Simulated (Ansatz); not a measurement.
System: As.

Input file:

```
crystal:
  lattice:
    - [2.7036817444, 0.0, 0.0]
    - [0.0, 2.7036817444, 0.0]
    - [0.0, 0.0, 2.7036817444]
  atoms:
    - { symbol: As, position: [0.5, 0.5, 0.5] }
hamiltonian:
  xc: revpbe
  pseudopotentials: { kind: paw }
  dispersion: d4
kpoints:
  mp_grid: { grid: [10, 10, 10] }
scf:
  occupations: { method: fermi_dirac, width: 0.05 }
output:
  forces: true
  stress: true
  eigenvalues: true
  write_density: true
  write_potential: true
  elf: true
  volumetric_format: npy
relax:
  f_tol: 0.01
  max_steps: 40
  cell: { stress_tol: 0.05 }
```

Run with:

```sh
ansatz run input.yaml --threads 2 --pin off --max-ram 5632MiB --backend cpu --events-out ev --progress --plain --runs-dir out
```

Below, planes, directions and counts refer to the conventional cell (a = 2.67 Å, b = 2.67 Å, c = 2.67 Å, α = 90.00°, β = 90.00°, γ = 90.00°).

The fields are those of the run's last geometry, not of the input's.

Space group Pm-3m; a structure from a database of computed crystals, not necessarily the ambient phase.

All numbers below come from Kohn-Sham DFT of a periodic cell, revPBE with D4, Ansatz PAW (Ansatz).

**What can the converged valence pseudo-density and electron localisation function tell about the bonding?**

As–As (2.67 Å): the density is about 0.38 e/Å³ at the midpoint; the ELF peaks at about 0.65 between the atoms.

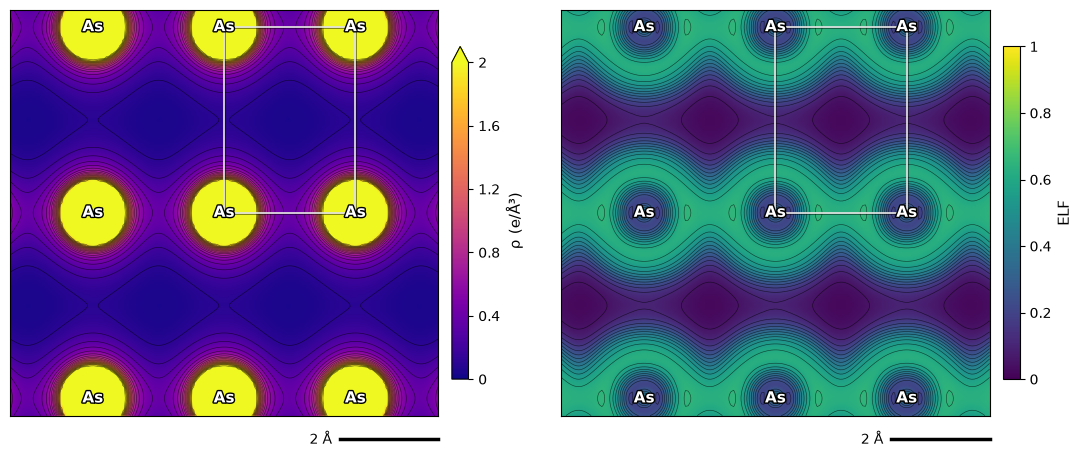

Computed valence pseudo-density and electron localisation function on the (011) plane of the conventional cell, in this order. 

In a PAW calculation such maps are meaningful between the atoms, not at the nuclei.
